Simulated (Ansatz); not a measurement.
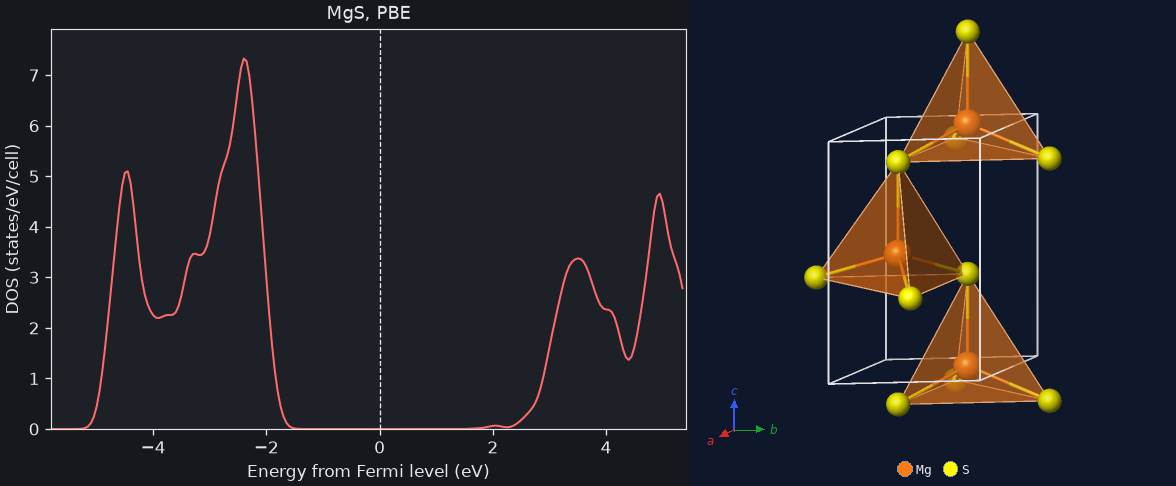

Density of states, beside the structure. Energies are counted from the Fermi level. The curve is built from the levels of the k mesh with Gaussians 0.3 eV wide, which also blur the band edges.

System: MgS, space group P6_3mc, 4 atoms in the cell, wurtzite type, biaxial (xy) strain −0.4%.

Computed with Ansatz 0.2.0: DFT, PBE, plane waves, PAW, no spin polarisation, 12×12×4 k mesh, 420 eV cutoff, Fermi-Dirac smearing of 0.02 eV.

> Metal or insulator, going by the density of states?

There is a gap; over the k points computed it is 3.53 eV (direct among those points).

> Where is the tallest peak of the filled states in the window?

Within the window shown, the tallest peak of the filled states lies 0.6 eV under the valence-band top, at about 7.3 states per eV and cell.

> How wide is the upper valence band?

The upper group of valence states starts about 3.2 eV under the valence-band top (which lies at −1.8 eV on this axis), with a gap beneath it; it holds about 12 electrons a cell.
